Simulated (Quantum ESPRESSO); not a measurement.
## CdO$_{2}$: relaxation of cell and atoms (part 1 of 3)

System: CdO$_{2}$ (P-3m1, 3 atoms in the cell).
Method: Kohn-Sham DFT of a periodic cell, PBEsol, GBRV 1.5 PBEsol, no spin polarisation (Quantum ESPRESSO 7.5).

The structure derives from a Materials Project entry.

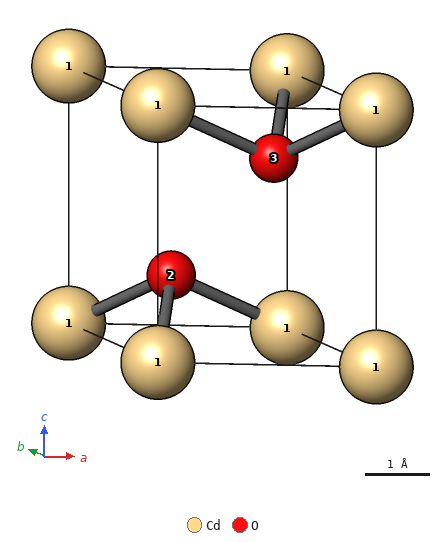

**Figure 1.** The structure (ball-and-stick view of the cell of the calculation, seen slightly off an axis; atoms are numbered from 1 in the order of the input). An atom can appear more than once, as a periodic image. Near neighbours in the periodic cell (some may lie outside the picture): Cd has 6 O at 2.25 Å; O has 3 Cd at 2.25 Å.

## The input
```
&CONTROL
  calculation = 'vc-relax'
  prefix = 'pwscf'
  outdir = './tmp'
  pseudo_dir = './pseudo'
  tprnfor = .true.
  tstress = .true.
  disk_io = 'low'
  nstep = 40
  forc_conv_thr = 0.0004
  etot_conv_thr = 1d-05
/
&SYSTEM
  ibrav = 0
  celldm(1) = 8
  nat = 3
  ntyp = 2
  ecutwfc = 52
  ecutrho = 414
  nbnd = 19
  occupations = 'smearing'
  smearing = 'fd'
  degauss = 0.00367493
/
&ELECTRONS
  conv_thr = 6d-10
  electron_maxstep = 120
  mixing_beta = 0.5
/
&IONS
  ion_dynamics = 'bfgs'
/
&CELL
  cell_dynamics = 'bfgs'
  press = 0
  press_conv_thr = 0.3
/
ATOMIC_SPECIES
Cd   112.4140 cd_pbesol_v1.uspp.F.UPF
O     15.9990 o_pbesol_v1.2.uspp.F.UPF
CELL_PARAMETERS alat
  0.8211402306677   0.0000000000000   0.0000000000000
 -0.4105701153339   0.7111282998097   0.0000000000000
  0.0000000000000   0.0000000000000   0.9798409480166
ATOMIC_POSITIONS crystal
Cd     0.0000000000    0.0000000000    0.0000000000
O      0.3333333333    0.6666666667    0.2442190000
O      0.6666666667    0.3333333333    0.7557810000
K_POINTS automatic
9 9 7 0 0 0
```

Run on 2 threads of Intel Xeon (Granite Rapids), 192 GiB of memory available, shared host.

Command:
```bash
OMP_NUM_THREADS=1 mpirun -n 2 pw.x -nk 2 -in pw.in > pw.out
```

## What the program printed
```
This program is part of the open-source Quantum ESPRESSO suite
     for quantum simulation of materials; please cite
         "P. Giannozzi et al., J. Phys.:Condens. Matter 21 395502 (2009);
         "P. Giannozzi et al., J. Phys.:Condens. Matter 29 465901 (2017);
         "P. Giannozzi et al., J. Chem. Phys. 152 154105 (2020);
          URL
     in publications or presentations arising from this work. More details at

     Message from routine setup:
     using ibrav=0 with symmetry is DISCOURAGED, use correct ibrav instead

     K-points division:     npool     =       2
     Subspace diagonalization in iterative solution of the eigenvalue problem:
     a serial algorithm will be used

     G-vector sticks info
     --------------------
     sticks:   dense  smooth     PW     G-vecs:    dense   smooth      PW
     Sum        1237     613    187                41619    14819    2473

     Using Slab Decomposition

     bravais-lattice index     =            0
     lattice parameter (alat)  =       8.0000  a.u.
     unit-cell volume          =     292.9482 (a.u.)^3
     number of atoms/cell      =            3
     number of atomic types    =            2
     number of electrons       =        24.00
     number of Kohn-Sham states=           19
     kinetic-energy cutoff     =      52.0000  Ry
     charge density cutoff     =     414.0000  Ry
     scf convergence threshold =      6.0E-10
     mixing beta               =       0.5000
     number of iterations used =            8  plain     mixing
     energy convergence thresh.=      1.0E-05
     force convergence thresh. =      4.0E-04
     press convergence thresh. =      3.0E-01
     Exchange-correlation= SLA  PW   PSX  PSC
                           (   1   4  10   8   0   0   0)
     nstep                     =           40

     celldm(1)=   8.000000  celldm(2)=   0.000000  celldm(3)=   0.000000
     celldm(4)=   0.000000  celldm(5)=   0.000000  celldm(6)=   0.000000

     crystal axes: (cart. coord. in units of alat)
               a(1) = (   0.821140   0.000000   0.000000 )
               a(2) = (  -0.410570   0.711128   0.000000 )
               a(3) = (   0.000000   0.000000   0.979841 )

     reciprocal axes: (cart. coord. in units 2 pi/alat)
               b(1) = (  1.217819  0.703108 -0.000000 )
               b(2) = (  0.000000  1.406216  0.000000 )
               b(3) = (  0.000000 -0.000000  1.020574 )

     PseudoPot. # 1 for Cd read from file:
     cd_pbesol_v1.uspp.F.UPF
     Pseudo is Ultrasoft + core correction, Zval = 12.0
     Generated by new atomic code, or converted to UPF format
     Using radial grid of  889 points,  6 beta functions with:
                l(1) =   0
                l(2) =   0
                l(3) =   1
                l(4) =   1
                l(5) =   2
                l(6) =   2
     Q(r) pseudized with  6 coefficients,  rinner =    1.000   1.000   1.000
                                                       1.000   1.000

     PseudoPot. # 2 for O  read from file:
     o_pbesol_v1.2.uspp.F.UPF
     Pseudo is Ultrasoft + core correction, Zval =  6.0
     Generated by new atomic code, or converted to UPF format
     Using radial grid of  737 points,  5 beta functions with:
                l(1) =   0
                l(2) =   0
                l(3) =   1
                l(4) =   1
                l(5) =   2
     Q(r) pseudized with  8 coefficients,  rinner =    0.900   0.900   0.900
                                                       0.900   0.900

     atomic species   valence    mass     pseudopotential
     Cd               12.00   112.41400     Cd( 1.00)
     O                 6.00    15.99900     O ( 1.00)

     12 Sym. Ops., with inversion, found

   Cartesian axes

     site n.     atom                  positions (alat units)
         1        Cd     tau(   1) = (   0.0000000   0.0000000   0.0000000  )
         2        O      tau(   2) = (  -0.0000000   0.4740855   0.2392958  )
         3        O      tau(   3) = (   0.4105701   0.2370428   0.7405452  )

     number of k points=    69  Fermi-Dirac smearing, width (Ry)=  0.0037
                       cart. coord. in units 2pi/alat
        k(    1) = (   0.0000000   0.0000000   0.0000000), wk =   0.0035273
        k(    2) = (   0.0000000   0.0000000   0.1457963), wk =   0.0070547
        k(    3) = (   0.0000000   0.0000000   0.2915925), wk =   0.0070547
        k(    4) = (   0.0000000   0.0000000   0.4373888), wk =   0.0070547
        k(    5) = (   0.0000000   0.1562462   0.0000000), wk =   0.0211640
        k(    6) = (   0.0000000   0.1562462   0.1457963), wk =   0.0211640
        k(    7) = (   0.0000000   0.1562462   0.2915925), wk =   0.0211640
        k(    8) = (   0.0000000   0.1562462   0.4373888), wk =   0.0211640
        k(    9) = (   0.0000000   0.3124924   0.0000000), wk =   0.0211640
        k(   10) = (   0.0000000   0.3124924   0.1457963), wk =   0.0211640
        k(   11) = (   0.0000000   0.3124924   0.2915925), wk =   0.0211640
        k(   12) = (   0.0000000   0.3124924   0.4373888), wk =   0.0211640
        k(   13) = (   0.0000000   0.4687387   0.0000000), wk =   0.0211640
        k(   14) = (   0.0000000   0.4687387   0.1457963), wk =   0.0211640
        k(   15) = (   0.0000000   0.4687387   0.2915925), wk =   0.0211640
        k(   16) = (   0.0000000   0.4687387   0.4373888), wk =   0.0211640
        k(   17) = (   0.0000000   0.6249849   0.0000000), wk =   0.0211640
        k(   18) = (   0.0000000   0.6249849   0.1457963), wk =   0.0211640
        k(   19) = (   0.0000000   0.6249849   0.2915925), wk =   0.0211640
        k(   20) = (   0.0000000   0.6249849   0.4373888), wk =   0.0211640
        k(   21) = (   0.1353132   0.2343693   0.0000000), wk =   0.0211640
        k(   22) = (   0.1353132   0.2343693   0.1457963), wk =   0.0423280
        k(   23) = (   0.1353132   0.2343693   0.2915925), wk =   0.0423280
        k(   24) = (   0.1353132   0.2343693   0.4373888), wk =   0.0423280
        k(   25) = (   0.1353132   0.3906156   0.0000000), wk =   0.0423280
        k(   26) = (   0.1353132   0.3906156   0.1457963), wk =   0.0423280
        k(   27) = (   0.1353132   0.3906156   0.2915925), wk =   0.0423280
        k(   28) = (   0.1353132   0.3906156   0.4373888), wk =   0.0423280
        k(   29) = (   0.1353132   0.5468618   0.0000000), wk =   0.0423280
        k(   30) = (   0.1353132   0.5468618   0.1457963), wk =   0.0423280
        k(   31) = (   0.1353132   0.5468618   0.2915925), wk =   0.0423280
        k(   32) = (   0.1353132   0.5468618   0.4373888), wk =   0.0423280
        k(   33) = (   0.1353132   0.7031080   0.0000000), wk =   0.0211640
        k(   34) = (   0.1353132   0.7031080   0.1457963), wk =   0.0423280
        k(   35) = (   0.1353132   0.7031080   0.2915925), wk =   0.0423280
        k(   36) = (   0.1353132   0.7031080   0.4373888), wk =   0.0423280
        k(   37) = (   0.2706264   0.4687387   0.0000000), wk =   0.0211640
        k(   38) = (   0.2706264   0.4687387   0.1457963), wk =   0.0423280
        k(   39) = (   0.2706264   0.4687387   0.2915925), wk =   0.0423280
        k(   40) = (   0.2706264   0.4687387   0.4373888), wk =   0.0423280
        k(   41) = (   0.2706264   0.6249849   0.0000000), wk =   0.0423280
        k(   42) = (   0.2706264   0.6249849   0.1457963), wk =   0.0423280
        k(   43) = (   0.2706264   0.6249849   0.2915925), wk =   0.0423280
        k(   44) = (   0.2706264   0.6249849   0.4373888), wk =   0.0423280
        k(   45) = (   0.4059396   0.7031080   0.0000000), wk =   0.0070547
        k(   46) = (   0.4059396   0.7031080   0.1457963), wk =   0.0141093
        k(   47) = (   0.4059396   0.7031080   0.2915925), wk =   0.0141093
        k(   48) = (   0.4059396   0.7031080   0.4373888), wk =   0.0141093
        k(   49) = (   0.0000000   0.1562462  -0.1457963), wk =   0.0211640
        k(   50) = (   0.0000000   0.1562462  -0.2915925), wk =   0.0211640
        k(   51) = (   0.0000000   0.1562462  -0.4373888), wk =   0.0211640
        k(   52) = (   0.0000000   0.3124924  -0.1457963), wk =   0.0211640
        k(   53) = (   0.0000000   0.3124924  -0.2915925), wk =   0.0211640
        k(   54) = (   0.0000000   0.3124924  -0.4373888), wk =   0.0211640
        k(   55) = (   0.0000000   0.4687387  -0.1457963), wk =   0.0211640
        k(   56) = (   0.0000000   0.4687387  -0.2915925), wk =   0.0211640
        k(   57) = (   0.0000000   0.4687387  -0.4373888), wk =   0.0211640
        k(   58) = (   0.0000000   0.6249849  -0.1457963), wk =   0.0211640
        k(   59) = (   0.0000000   0.6249849  -0.2915925), wk =   0.0211640
        k(   60) = (   0.0000000   0.6249849  -0.4373888), wk =   0.0211640
        k(   61) = (  -0.1353132   0.3906156  -0.1457963), wk =   0.0423280
        k(   62) = (  -0.1353132   0.3906156  -0.2915925), wk =   0.0423280
        k(   63) = (  -0.1353132   0.3906156  -0.4373888), wk =   0.0423280
        k(   64) = (  -0.1353132   0.5468618  -0.1457963), wk =   0.0423280
        k(   65) = (  -0.1353132   0.5468618  -0.2915925), wk =   0.0423280
        k(   66) = (  -0.1353132   0.5468618  -0.4373888), wk =   0.0423280
        k(   67) = (  -0.2706264   0.6249849  -0.1457963), wk =   0.0423280
        k(   68) = (  -0.2706264   0.6249849  -0.2915925), wk =   0.0423280
        k(   69) = (  -0.2706264   0.6249849  -0.4373888), wk =   0.0423280

     Dense  grid:    41619 G-vectors     FFT dimensions: (  45,  45,  54)

     Smooth grid:    14819 G-vectors     FFT dimensions: (  32,  32,  36)

     Initial potential from superposition of free atoms

     starting charge      23.5000, renormalised to      24.0000

     negative rho (up, down):  2.104E-02 0.000E+00
     Starting wfcs are   17 randomized atomic wfcs +    2 random wfcs

     Self-consistent Calculation

     iteration #  1     ecut=    52.00 Ry     beta= 0.50
     Davidson diagonalization with overlap
     ethr =  1.00E-02,  avg # of iterations =  5.3

     negative rho (up, down):  2.025E-02 0.000E+00

     total energy              =    -178.50210483 Ry
     estimated scf accuracy    <       0.26866057 Ry

     iteration #  2     ecut=    52.00 Ry     beta= 0.50
     Davidson diagonalization with overlap
     ethr =  1.12E-03,  avg # of iterations =  2.1

     negative rho (up, down):  2.081E-02 0.000E+00

     total energy              =    -178.59588374 Ry
     estimated scf accuracy    <       0.22236487 Ry

     iteration #  3     ecut=    52.00 Ry     beta= 0.50
     Davidson diagonalization with overlap
     ethr =  9.27E-04,  avg # of iterations =  1.2

     negative rho (up, down):  2.102E-02 0.000E+00

     total energy              =    -178.62539901 Ry
     estimated scf accuracy    <       0.00493778 Ry

     iteration #  4     ecut=    52.00 Ry     beta= 0.50
     Davidson diagonalization with overlap
     ethr =  2.06E-05,  avg # of iterations =  2.9

     negative rho (up, down):  2.107E-02 0.000E+00

     total energy              =    -178.62651404 Ry
     estimated scf accuracy    <       0.00054855 Ry

     iteration #  5     ecut=    52.00 Ry     beta= 0.50
     Davidson diagonalization with overlap
     ethr =  2.29E-06,  avg # of iterations =  5.0

     negative rho (up, down):  2.108E-02 0.000E+00

     total energy              =    -178.62655558 Ry
     estimated scf accuracy    <       0.00008657 Ry

     iteration #  6     ecut=    52.00 Ry     beta= 0.50
     Davidson diagonalization with overlap
     ethr =  3.61E-07,  avg # of iterations =  2.2

     negative rho (up, down):  2.110E-02 0.000E+00

     total energy              =    -178.62656905 Ry
     estimated scf accuracy    <       0.00000307 Ry

     iteration #  7     ecut=    52.00 Ry     beta= 0.50
     Davidson diagonalization with overlap
     ethr =  1.28E-08,  avg # of iterations =  3.7

     negative rho (up, down):  2.111E-02 0.000E+00

     total energy              =    -178.62657069 Ry
     estimated scf accuracy    <       0.00000037 Ry

     iteration #  8     ecut=    52.00 Ry     beta= 0.50
     Davidson diagonalization with overlap
     ethr =  1.55E-09,  avg # of iterations =  2.0

     negative rho (up, down):  2.111E-02 0.000E+00

     total energy              =    -178.62657068 Ry
     estimated scf accuracy    <       0.00000010 Ry

     iteration #  9     ecut=    52.00 Ry     beta= 0.50
     Davidson diagonalization with overlap
     ethr =  4.04E-10,  avg # of iterations =  2.3

     negative rho (up, down):  2.111E-02 0.000E+00

     total energy              =    -178.62657071 Ry
     estimated scf accuracy    <          3.4E-09 Ry

     iteration # 10     ecut=    52.00 Ry     beta= 0.50
     Davidson diagonalization with overlap
     ethr =  1.40E-11,  avg # of iterations =  4.6

     negative rho (up, down):  2.111E-02 0.000E+00

     End of self-consistent calculation

          k = 0.0000 0.0000 0.0000 (  1847 PWs)   bands (ev):

   -12.3191 -10.8795  -2.4899  -2.4899  -2.1273  -1.5134  -1.5134   2.5683
     3.7854   3.7854   4.7072   4.7072   4.7821   7.9623  13.1027  18.2484
    18.2484  19.2840  23.0027

          k = 0.0000 0.0000 0.1458 (  1854 PWs)   bands (ev):

   -12.2673 -10.9439  -2.4867  -2.4867  -2.0753  -1.5174  -1.5174   2.5882
     3.7353   3.7353   4.4761   4.7671   4.7671   8.3381  12.9328  18.2674
    18.2674  19.3757  23.0839

          k = 0.0000 0.0000 0.2916 (  1824 PWs)   bands (ev):

   -12.1282 -11.1110  -2.4797  -2.4797  -1.9527  -1.5257  -1.5257   2.6696
     3.6392   3.6392   3.8667   4.8854   4.8854   9.1626  12.4013  18.3242
    18.3242  19.8951  22.8385

          k = 0.0000 0.0000 0.4374 (  1860 PWs)   bands (ev):

   -11.9714 -11.2900  -2.4745  -2.4745  -1.8498  -1.5328  -1.5328   2.8555
     3.3187   3.5726   3.5726   4.9693   4.9693  10.0132  11.6819  18.3872
    18.3872  20.7959  22.2486

          k = 0.0000 0.1562 0.0000 (  1857 PWs)   bands (ev):

   -12.2510 -10.9243  -2.4288  -2.3752  -2.0698  -1.5433  -1.5256   2.4923
     3.3787   3.6224   4.4732   4.7702   4.8693   8.4837  13.4823  17.3267
    18.4291  19.2158  22.1864

          k = 0.0000 0.1562 0.1458 (  1869 PWs)   bands (ev):

   -12.2023 -10.9818  -2.4333  -2.3847  -2.0149  -1.5501  -1.5273   2.4617
     3.3404   3.7152   4.5639   4.6589   4.6745   8.7842  13.2760  17.3540
    18.5056  19.2245  22.3190

          k = 0.0000 0.1562 0.2916 (  1857 PWs)   bands (ev):

   -12.0697 -11.1351  -2.4303  -2.3947  -1.9047  -1.5598  -1.5357   2.4448
     3.3534   3.6951   4.0724   4.7103   4.7776   9.4783  12.6742  17.5068
    18.5700  19.5678  22.1953

          k = 0.0000 0.1562 0.4374 (  1871 PWs)   bands (ev):

   -11.9181 -11.3038  -2.4224  -2.3996  -1.8190  -1.5650  -1.5446   2.4755
     3.3261   3.5875   3.7886   4.7807   4.8404  10.2302  11.9278  17.6973
    18.5687  20.0633  22.2362

          k = 0.0000 0.3125 0.0000 (  1859 PWs)   bands (ev):

   -12.0673 -11.0411  -2.2801  -2.1183  -1.8994  -1.6030  -1.5342   2.1150
     2.9034   3.2241   3.9872   4.8450   4.9056   9.6329  14.4410  15.8643
    18.8488  18.9997  20.4210

          k = 0.0000 0.3125 0.1458 (  1874 PWs)   bands (ev):

   -12.0308 -11.0768  -2.2938  -2.1791  -1.8346  -1.6162  -1.5327   1.9699
     3.1579   3.3698   4.0732   4.5946   4.7496   9.7996  14.1151  15.9762
    18.7226  18.9505  21.1503

          k = 0.0000 0.3125 0.2916 (  1868 PWs)   bands (ev):

   -11.9206 -11.1911  -2.3006  -2.2176  -1.7818  -1.6112  -1.5392   1.8835
     3.4885   3.4896   3.7352   4.5403   4.6365  10.2385  13.3070  16.2763
    18.7813  18.9816  21.7226

          k = 0.0000 0.3125 0.4374 (  1873 PWs)   bands (ev):

   -11.7847 -11.3330  -2.2959  -2.2209  -1.7691  -1.5863  -1.5489   1.8931
     3.2788   3.4596   3.8536   4.4847   4.6849  10.7844  12.4830  16.5825
    18.9040  18.9576  22.2921

          k = 0.0000 0.4687 0.0000 (  1861 PWs)   bands (ev):

   -11.8242 -11.1939  -2.1452  -2.0242  -1.6706  -1.4965  -1.4743   1.6016
     2.7045   2.7647   3.4702   4.7316   5.0406  10.8593  14.5390  15.7960
    18.6883  19.0474  19.2186

          k = 0.0000 0.4687 0.1458 (  1861 PWs)   bands (ev):

   -11.8106 -11.1983  -2.1654  -2.0860  -1.6297  -1.5325  -1.4702   1.5061
     2.8950   2.9955   3.5109   4.5347   4.9010  10.8969  14.5273  15.4586
    18.0537  19.2953  20.5389

          k = 0.0000 0.4687 0.2916 (  1859 PWs)   bands (ev):

   -11.7409 -11.2568  -2.1866  -2.1431  -1.5843  -1.5481  -1.4720   1.4607
     2.8675   3.0746   3.7601   4.4613   4.7209  11.1096  13.7952  15.4865
    18.0999  19.2766  21.5139

          k = 0.0000 0.4687 0.4374 (  1854 PWs)   bands (ev):

   -11.6386 -11.3545  -2.1935  -2.1570  -1.5923  -1.5023  -1.4778   1.5048
     2.4646   3.1568   4.2171   4.3201   4.6476  11.4565  12.9588  15.8104
    18.1570  19.1718  22.0536

          k = 0.0000 0.6250 0.0000 (  1851 PWs)   bands (ev):

   -11.5953 -11.3552  -2.0943  -2.0832  -1.5875  -1.3691  -1.2321   1.3530
     2.4470   2.4946   3.2282   4.6153   5.1235  11.7636  13.7828  16.9598
    17.9753  18.4668  19.3657

          k = 0.0000 0.6250 0.1458 (  1852 PWs)   bands (ev):

   -11.6052 -11.3349  -2.1226  -2.1117  -1.5604  -1.3679  -1.2525   1.3085
     2.4559   2.5430   3.3793   4.5896   5.0237  11.7414  13.8678  16.0782
    17.6316  19.3794  20.2532

          k = 0.0000 0.6250 0.2916 (  1852 PWs)   bands (ev):

   -11.5848 -11.3371  -2.1884  -2.1412  -1.4885  -1.3691  -1.2598   1.2744
     2.1050   2.7324   3.7553   4.6265   4.8320  11.8151  13.6311  15.3923
    17.8004  19.3376  21.4087

          k = 0.0000 0.6250 0.4374 (  1845 PWs)   bands (ev):

   -11.5428 -11.3668  -2.2308  -2.1605  -1.4301  -1.3711  -1.2393   1.3276
     1.7108   2.8820   4.1303   4.5761   4.6832  11.9841  13.0733  15.5190
    17.7862  19.2726  21.7985

          k = 0.1353 0.2344 0.0000 (  1855 PWs)   bands (ev):

   -12.1253 -11.0045  -2.3247  -2.1749  -1.9682  -1.5821  -1.5430   2.2477
     3.0079   3.2717   4.3756   4.6324   4.9078   9.3045  14.1617  16.2761
    18.5713  19.0699  21.0995

          k = 0.1353 0.2344 0.1458 (  1861 PWs)   bands (ev):

   -12.0805 -11.0535  -2.3230  -2.2047  -1.9183  -1.5887  -1.5445   2.2054
     3.0415   3.3406   4.2340   4.6336   4.8906   9.5074  13.8789  16.3805
    18.4296  19.1347  21.3897

          k = 0.1353 0.2344 0.2916 (  1862 PWs)   bands (ev):
```
